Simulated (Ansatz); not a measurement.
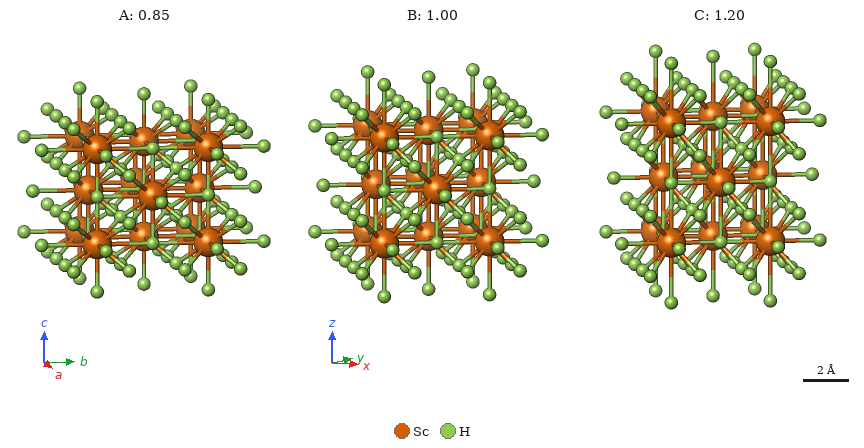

Crystalline ScH₃ (I4/mmm): the ratio of the cell's length along z to its lengths across, counted as 1 for the reference, is changed at fixed volume (a c/a path), with the atoms kept at their fractional coordinates. x, y and z are the Cartesian axes of the input. Style: ball-and-stick. Shown: the conventional cell (4 times the calculation's cell), along the a axis, with a slight tilt. Lengths and directions refer to the drawn axes.

Method: DFT r2SCAN, scalar-relativistic, plane waves, PAW in Ansatz. Set-up: plane-wave cutoff 500 eV; k-point mesh 22 × 22 × 22; occupations gaussian; smearing width 0.15 eV; no spin polarisation. Energies (free energies at the smearing named) are counted from the relaxed crystal.

Question: Order these geometries by energy, lowest first.

Answer: Lowest first: B (the relative ratio 1.00, 0.0 meV/atom), C (the relative ratio 1.20, 10.9 meV/atom), A (the relative ratio 0.85, 23.4 meV/atom). Over the whole scan: of the computed points the lowest is at the relative ratio 1.00, 0.0 meV/atom. The end points stand at 23.4 meV/atom (0.85) and 10.9 meV/atom (1.20). The distortion keeps the space group I4/mmm. At the relative ratio 1.20 the cell of the drawing goes a 4.745 → 4.465 Å, b 4.745 → 4.465 Å, c 4.751 → 5.365 Å.
